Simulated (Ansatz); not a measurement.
System: Ga.

The calculation's input:

```
crystal:
  lattice:
    - [2.7784220849, 0.0, 0.0]
    - [0.0, 3.28160879, 0.0]
    - [-1.3434310986, 0.0, 3.9902731763]
  atoms:
    - { symbol: Ga, position: [0.13459627, 0.75, 0.77016683] }
    - { symbol: Ga, position: [0.86540373, 0.25, 0.22983317] }
hamiltonian:
  xc: pbe0
  pseudopotentials: { kind: paw }
kpoints:
  mp_grid: { grid: [6, 4, 4] }
scf:
  occupations: { method: fermi_dirac, width: 0.05 }
output:
  forces: true
  stress: true
  eigenvalues: true
  write_density: true
  write_potential: true
  elf: true
  volumetric_format: npy
```

Run with:

```sh
ansatz run input.yaml --threads 2 --pin off --max-ram 5632MiB --backend cpu --events-out ev --progress --plain --runs-dir out
```

Below, planes, directions and counts refer to the conventional cell (a = 2.78 Å, b = 3.28 Å, c = 4.21 Å, α = 90.00°, β = 108.61°, γ = 90.00°).

Space group P2₁/m; a structure from a database of computed crystals, not necessarily the ambient phase.

Theory: Ansatz, Kohn-Sham DFT of a periodic cell, PBE0, Ansatz PAW.

What will maps of the valence pseudo-density and electron localisation function show?

Answer. Ga–Ga (2.78 Å): ρ is about 0.27 e/Å³ halfway; the ELF is about 0.50 at the midpoint.

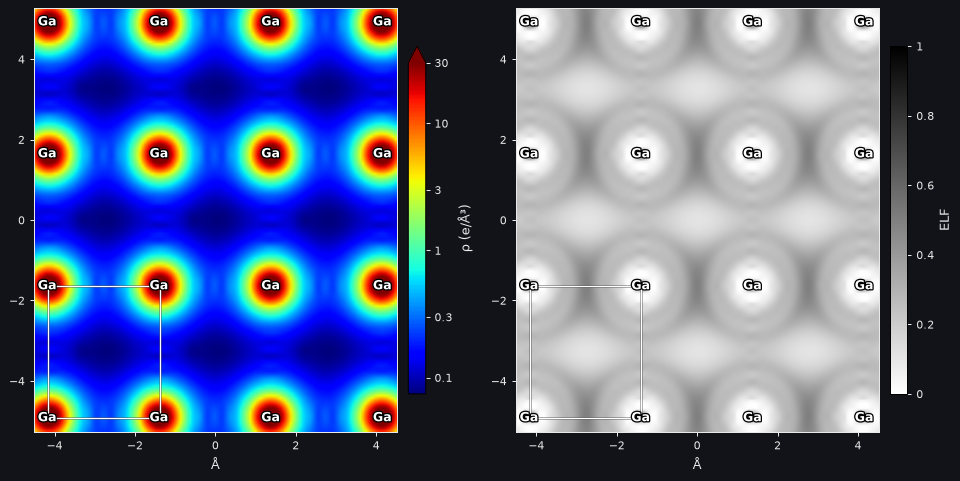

Computed valence pseudo-density and electron localisation function on the (001) plane of the conventional cell, in this order. 
